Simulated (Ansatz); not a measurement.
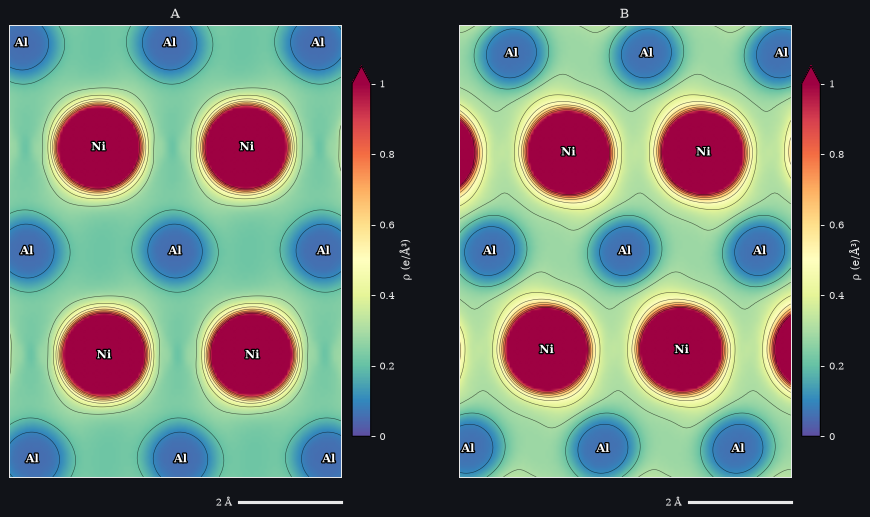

AlNi. The valence electron density of two cells that differ in size and shape, on the (101̄) plane of each (indices in the axes of the calculation cell), at one length scale and on one colour scale: A has 12.2 Å³ an atom and B 10.0.

These are results of Ansatz 0.2.0, DFT r2SCAN, scalar-relativistic, plane waves, PAW, not measurements.

The larger cell:

```
Al Ni
1.0
     2.02239   -2.09800    0.00000
     2.02239    2.09800    0.00000
     0.00000    0.00000    2.87002
Al Ni
1 1
Direct
  0.00000 0.00000 0.00000
  0.50000 0.50000 0.50000
```

The smaller cell: a = 2.654 Å, b = 2.654 Å, c = 2.870 Å, α = 90.00°, β = 90.00°, γ = 80.72°.

> What does the compression do to the bonding and the properties?

From the larger cell to the smaller, Al–Ni goes from 2.48 to 2.24 Å, and the density at its midpoint from 0.3 to 0.43 e/Å³; the pressure goes from −6 to 45 GPa.
